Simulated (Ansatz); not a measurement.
**AlAs: geometry relaxation**

System: AlAs (F-43m, 2 atoms in the cell).
Method: DFT PBE, scalar-relativistic, plane waves, PAW, no spin polarisation (Ansatz 0.2.0).

The structure was made by swapping elements on the sites of another compound; it need not be a known phase. It belongs to a series of runs on one base structure; here: N -> As on all its sites, cell and atoms relaxed. Figures and captions count atoms from 1; the log counts them from 0 in places.

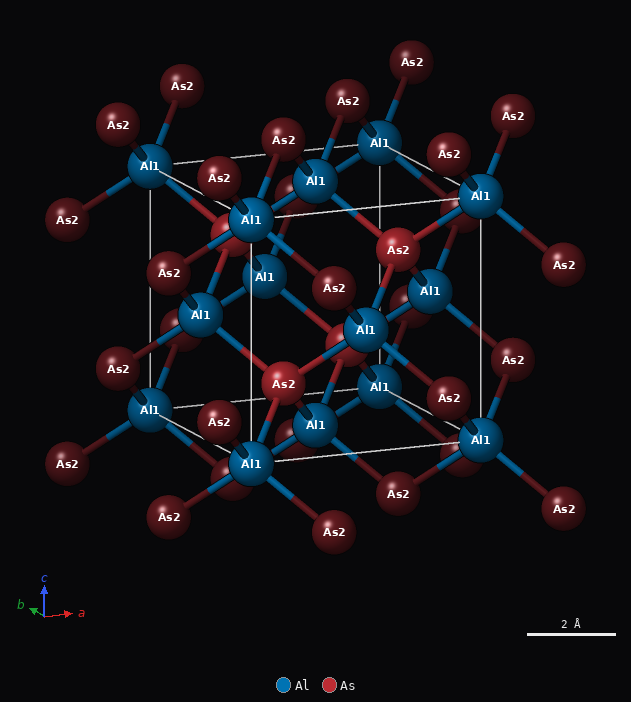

Fig. 1: The starting structure (ball-and-stick view of the cell 4 times as large as that of the calculation, set on its symmetry axes, seen slightly off an axis; neighbours outside the cell are drawn fainter; atoms are numbered from 1 in the order of the input). Near neighbours in the crystal (not all of them lie inside the picture): Al has 4 As at 2.48 Å; As has 4 Al at 2.48 Å.

### Key numbers

- outcome: converged
- space group (tolerance 0.01 Å): F-43m (216)
- electrons treated: 18
- free energy: −5394.6144 eV
- Fermi energy: 6.744 eV
- gap on the k-point mesh: 1.50 eV
- pressure: 0.06 GPa
- final volume: 46.95 Å³
- largest force (length of the vector) at the end: under 0.001 eV/Å
- final cell: a = 4.049 Å, b = 4.049 Å, c = 4.049 Å, α = 60.00°, β = 60.00°, γ = 60.00°
- hardware: 1 thread of Intel Xeon @ 2.90GHz (Ice Lake), 192 GiB of memory available, shared host
- wall time: 3.3 s
- peak memory: 0.38 GiB

### Input file
```yaml
crystal:
  lattice:
    - [0.0, 2.8633507209, 2.8633507209]
    - [2.8633507209, 0.0, 2.8633507209]
    - [2.8633507209, 2.8633507209, 0.0]
  atoms:
    - { symbol: Al, position: [0.0, 0.0, 0.0] }
    - { symbol: As, position: [0.75, 0.75, 0.75] }
basis:
  ecutwfc: 420
kpoints:
  mp_grid: { grid: [8, 8, 8] }
hamiltonian:
  xc: pbe
scf:
  occupations: { method: gaussian, width: 0.02 }
output:
  forces: true
  stress: true
  eigenvalues: true
relax:
  adjacent_minimum: "off"
  f_tol: 0.01
  max_steps: 60
  cell: { stress_tol: 0.1 }
```

Launch command:
```bash
ansatz run input.yaml --threads 1 --pin off --max-ram 2560MiB --backend cpu --events-out ev --progress --plain --runs-dir out
```

### Output
```
Engine: ansatz 0.2.0, x86_64-unknown-linux-gnu
Pseudopotentials: kind: paw
Pseudopotential: Al, paw, valence charge 3, recommended cutoff 420 eV (normal), Al.paw.azcp
Pseudopotential: As, paw, valence charge 15, recommended cutoff 420 eV (normal), As.paw.azcp
Functional definition: PBE
  parameter kappa = 0.804
  parameter beta = 0.06672455060314922
  exchange = pbe_x(kappa = kappa, mu = beta*pi^2/3)
  correlation = pbe_c(beta = beta)
Crystal: 2 atoms, lattice volume = 46.952 Å³
Basis set: ecut = 420 eV, 941 PW (Γ), exchange–correlation on 60×60×60 points (8 copies of the dense FFT grid, shifted against one another)
Bands: 13, of which v1, the nominal top of the filled ones, is band 9 counted from 1 (8 counted from 0)
Symmetry: 24 space group operations
Space group: F-43m (ITA 216), of the structure as read, at distance tolerance 3.6e-5 Å
k-points: 29 of 512 (time reversal used)
Non-local potential: Al, projectors of the file, l = 0: 2, l = 1: 2, l = 2: 1
Non-local potential: As, projectors of the file, l = 0: 2, l = 1: 2, l = 2: 3, l = 3: 1
PAW form: soft (Blöchl's): semilocal exchange-correlation on the pseudo side does not see the compensation charge
PAW one-centre angular grid: Al, 110 points (default); XC on 64 Gauss nodes
PAW one-centre angular grid: As, 590 points (default); XC on 64 Gauss nodes
Initial density: superposition of atomic densities (neutral atoms: chi_scale 0, normalization atom), corrected by the library's trained network
Initial wavefunctions: pseudopotential atomic-orbital guess
Functional: x = pbe(κ = 0.804, μ = 0.2195149727645171), c = pbe(β = 0.06672455060314922)
SCF iter   1: F=—  HF=-5394.615221 eV  |F-HF|=—  |Δ(HF+E_count)|=         —  Δρ=1.78e-3  dr2=2.78e-3  ethr=1.77e-3  ⟨swp⟩=6.0  Hψ=2328  notcnv=0
preconditioner: auto → none  [insulator: Δε(μ)=1.476 eV  Ē_g=9.725 eV  σ=0.020 eV  W_gap=1.00  n_scr=14 (ndim 8)  ℏωp=15.3 eV  f_vac=0.008  D(μ)=0.00/eV (n_scr^D=0)  ε∞_Penn≈3.5]
SCF iter   2: F=—  HF=-5394.614381 eV  |F-HF|=—  |Δ(HF+E_count)|=   8.40e-4  Δρ=5.26e-4  dr2=1.34e-4  ethr=1.54e-5  ⟨swp⟩=2.1  Hψ=809  notcnv=0
SCF iter   3: F=—  HF=-5394.614423 eV  |F-HF|=—  |Δ(HF+E_count)|=   4.23e-5  Δρ=2.09e-4  dr2=1.63e-5  ethr=7.42e-7  ⟨swp⟩=1.6  Hψ=417  notcnv=0
SCF iter   4: F=—  HF=-5394.614441 eV  |F-HF|=—  |Δ(HF+E_count)|=   1.78e-5  Δρ=2.85e-5  dr2=2.02e-7  ethr=9.04e-8  ⟨swp⟩=2.0  Hψ=492  notcnv=0
iter 5 did not close the SCF: its close was put off for the readings that it lacked (scf_convergence_deferred on its scf_iter line)
SCF iter   5: F=-5394.614441 eV  HF=-5394.614441 eV  |F-HF|=1.98e-8  |Δ(HF+E_count)|=   2.74e-7  Δρ=3.05e-6  dr2=5.86e-9  ethr=1.12e-9  ⟨swp⟩=2.0  Hψ=632  notcnv=0
SCF iter   6: F=-5394.614441 eV  HF=-5394.614441 eV  |F-HF|=6.38e-10  |Δ(HF+E_count)|=   8.12e-9  Δρ=1.06e-6  dr2=4.11e-10  ethr=3.26e-11  ⟨swp⟩=1.4  Hψ=1151  notcnv=0
SCF 1 converged in 6 iterations: F = -5394.614441 eV  dr2 = 4.11e-10
  greatest PAW one-centre occupation: 0.999 electrons in one spin orbital (limit 2), on the As atom at site 1 (counted from 0), in its partial waves of l = 2
relax step   1: F+E_penalty+E_count = -5394.61444128 eV  Δ(F+E_penalty+E_count) = +0.000e0 eV  max|allowed force component| = 9.772e-17 eV/Å  Δτ_max = 0.0000 Å  P = +0.061 GPa  Ω = 46.952 Å³  (6 SCF iters, dr2 threshold 1.00e-7 eV, accepted)
Initial density: handed on by an earlier stage of this run
Initial wavefunctions: pseudopotential atomic-orbital guess (no wavefunctions were taken with the density)
iter 1 solved again at ethr=1.49e-7 eV; its pass at ethr=3.10e-3 eV (dr2=2.68e-5 eV) is discarded
SCF iter   1: F=—  HF=-5394.614437 eV  |F-HF|=—  |Δ(HF+E_count)|=         —  Δρ=1.51e-6  dr2=1.57e-9  ethr=1.49e-7  ⟨swp⟩=2.8  Hψ=3238  notcnv=0
eigensolver tolerance schedule: the retry pair's looser diagonalisation over-reported the residual by 17034.32 of it (diagonalisation noise at 4.50 of the residual, at the tolerance the schedule requests for it); recorded, not acted on — ethr = c·dr2/N_el stays at c = 1.0e-1
preconditioner: auto → none  [insulator: Δε(μ)=1.503 eV  Ē_g=9.738 eV  σ=0.020 eV  W_gap=1.00  n_scr=14 (ndim 8)  ℏωp=15.3 eV  f_vac=0.006  D(μ)=0.00/eV (n_scr^D=0)  ε∞_Penn≈3.5]
SCF iter   2: F=—  HF=-5394.614441 eV  |F-HF|=—  |Δ(HF+E_count)|=   4.34e-6  Δρ=1.32e-6  dr2=7.79e-10  ethr=8.74e-12  ⟨swp⟩=3.0  Hψ=715  notcnv=0
SCF iter   3: F=—  HF=-5394.614441 eV  |F-HF|=—  |Δ(HF+E_count)|=  6.91e-11  Δρ=7.77e-7  dr2=1.84e-10  ethr=4.33e-12  ⟨swp⟩=2.0  Hψ=480  notcnv=0
SCF iter   4: F=-5394.614441 eV  HF=-5394.614441 eV  |F-HF|=1.09e-11  |Δ(HF+E_count)|=  1.64e-10  Δρ=1.45e-7  dr2=1.39e-11  ethr=1.00e-12  ⟨swp⟩=4.0  Hψ=1131  notcnv=0
SCF 2 converged in 4 iterations: F = -5394.614441 eV  dr2 = 1.39e-11
relax step   2: F+E_penalty+E_count = -5394.61444129 eV  Δ(F+E_penalty+E_count) = -1.219e-10 eV  max|allowed force component| = 9.946e-17 eV/Å  Δτ_max = 0.0000 Å  P = +0.061 GPa  Ω = 46.952 Å³  stress off target by 6.09e-2 GPa  SCF on the basis re-selected at this cell (its energy is not comparable with the rows above)  (4 SCF iters)
```

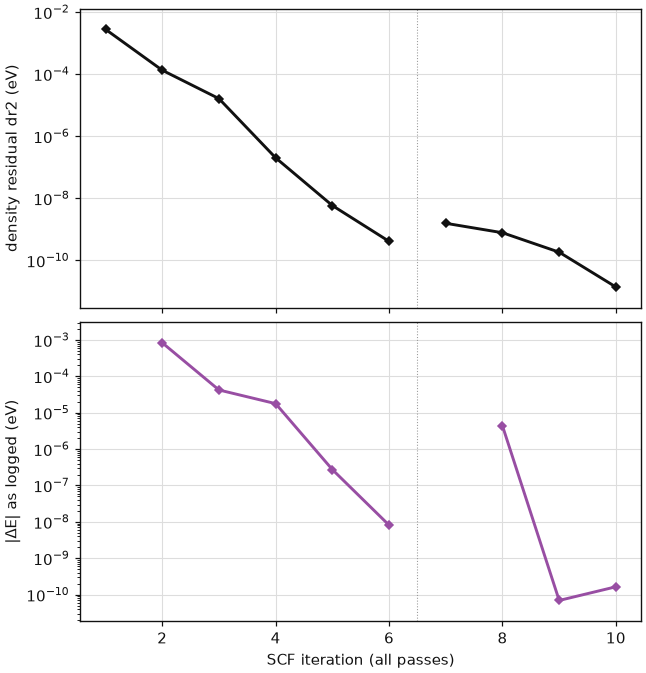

Fig. 2: Convergence of the self-consistent field: density residual dr2 and size of the energy change against the SCF iteration. The dotted lines part the SCF passes of the relaxation: geometry steps, rejected trials and re-solves on a re-selected basis. The passes take 6 and 4 iterations.

```
basis re-selected at this cell: Δ(F+E_penalty+E_count) = -1.219e-10 eV, ΔP = +0.000 GPa vs the last step (what re-selecting the basis moved, of the pressure what is left beyond the Pulay correction that the steps carried, after the strain that the cell walked since its last selection, with what the two solves' SCF thresholds leave and, on support functions, any second-order correction that the steps lacked; it is no measure of the basis error at this ecutwfc). This SCF's stress stands 6.09e-2 GPa from its target on what of the cell is left free (relax.cell.stress_tol is 1.00e-1 GPa) and its largest allowed force component is 9.95e-17 eV/Å (relax.f_tol is 1.00e-2 eV/Å): within both
SCF converged after 4 iterations
Free energy (F): -5394.614441 eV
Harris-Foulkes:  -5394.614441 eV  (|F-HF|=1.09e-11)
Internal energy: -5394.614441 eV  (E = F + TS)
E sigma→0 (E₀):  -5394.614441 eV
Fermi energy:    6.744334 eV
--- Per-component energies (eV) ---
  E_band       = -272.409243
  E_kinetic    = 125.809035
  E_local      = -2140.342202  (includes V_loc(G=0)·N_el)
  E_nonlocal   = -660.041025
  E_hartree    = 1141.233134
  E_xc         = -118.651227
  E_vxc        = -107.851417  (∫ρ·V_xc dr)
  E_paw        = -2303.045254  (= ΣΔE_a)
  E_vpaw       = 227.550030  (= ΣTr[D̂ρ^β])
  E_aug_tail   = 0.000007  (compensation charges beyond the density's cutoff)
  E_ewald      = -1439.576909
  E_smearing   = -0.000000  (= −TS)
  E_closure    = 0.000000  (closes the sum)
  Σ components = -5394.614441   (vs F -5394.614441, Δ=0.00e0)
--- Forces (eV/Å), atoms counted from 1 ---
  atom   1  Al    -0.00000000     0.00000000     0.00000000
  atom   2  As     0.00000000     0.00000000     0.00000000
  max |Σ_I F_I| component: 1.71e-16 eV/Å
--- Stress (GPa, compression-positive) ---
        0.060864      -0.000000       0.000000
        0.000000       0.060864       0.000000
       -0.000000       0.000000       0.060864
  P = ⅓ Tr σ = 0.0609 GPa (0.609 kbar)
--- Band table (eV; the first three rows and the last of 29) ---
  k-point 0: bands = ["-28.3776", "-28.3776", "-28.3776", "-28.3682", "-28.3682", "-5.6800", "5.9931", "5.9931", "5.9931", "7.7750", "10.2360", "10.2360", "10.2360"]
  k-point 1: bands = ["-28.3776", "-28.3775", "-28.3775", "-28.3682", "-28.3682", "-5.5342", "4.5708", "5.8384", "5.8384", "8.5780", "10.5085", "10.5085", "10.5885"]
  k-point 2: bands = ["-28.3775", "-28.3772", "-28.3772", "-28.3682", "-28.3682", "-5.1312", "2.6741", "5.5316", "5.5316", "8.4685", "10.8518", "10.8518", "12.2451"]
  k-point 28: bands = ["-28.3774", "-28.3770", "-28.3760", "-28.3684", "-28.3678", "-3.7994", "1.0079", "2.9542", "3.2931", "10.3097", "11.4618", "11.5802", "12.0198"]
--- Relaxed structure (1 steps of the walk, 1 accepted, 1 SCFs on fresh bases) ---
  F+E_penalty+E_count = -5394.61444129 eV   max|allowed force component| = 9.946e-17 eV/Å   (the final SCF, on the basis selected at the relaxed cell)
  cell:  # Å, volume = 46.9520 Å³
    - [0.0, 2.8633507209, 2.8633507209]
    - [2.8633507209, 0.0, 2.8633507209]
    - [2.8633507209, 2.8633507209, 0.0]
  atoms:
    - { symbol: Al, position: [0.0, 0.0, 0.0] }
    - { symbol: As, position: [0.75, 0.75, 0.75] }
```

### Trajectory as extended XYZ (Å, eV, eV/Å), 2 frames, from step=1 to step=2
```
2
Lattice="0.0000 2.8634 2.8634 2.8634 0.0000 2.8634 2.8634 2.8634 0.0000" Properties=species:S:1:pos:R:3:forces:R:3 step=1 energy=-5394.61444 pressure_GPa=0.06
Al    0.0000    0.0000    0.0000    0.0000   0.0000   0.0000
As    4.2950    4.2950    4.2950    0.0000   0.0000   0.0000
2
Lattice="0.0000 2.8634 2.8634 2.8634 0.0000 2.8634 2.8634 2.8634 0.0000" Properties=species:S:1:pos:R:3:forces:R:3 step=2 energy=-5394.61444 pressure_GPa=0.06
Al    0.0000    0.0000    0.0000    0.0000   0.0000   0.0000
As    4.2950    4.2950    4.2950    0.0000   0.0000   0.0000
```

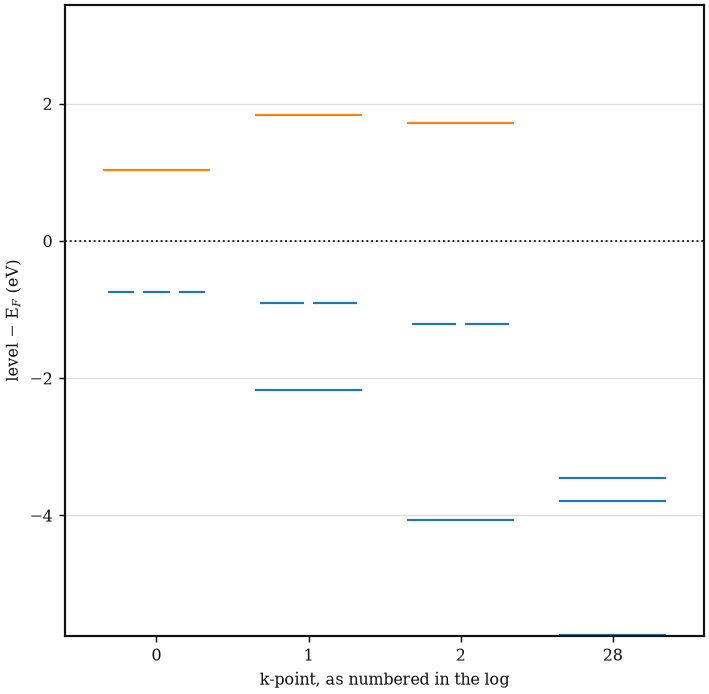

Fig. 3: Kohn–Sham levels near the Fermi level (dotted) at the few k-points that the log prints; levels within 0.02 eV of each other stand side by side. Among these points the highest filled and lowest empty levels are 1.78 eV apart; the gap on the full mesh, 1.50 eV, has an edge at a point that isn't printed.
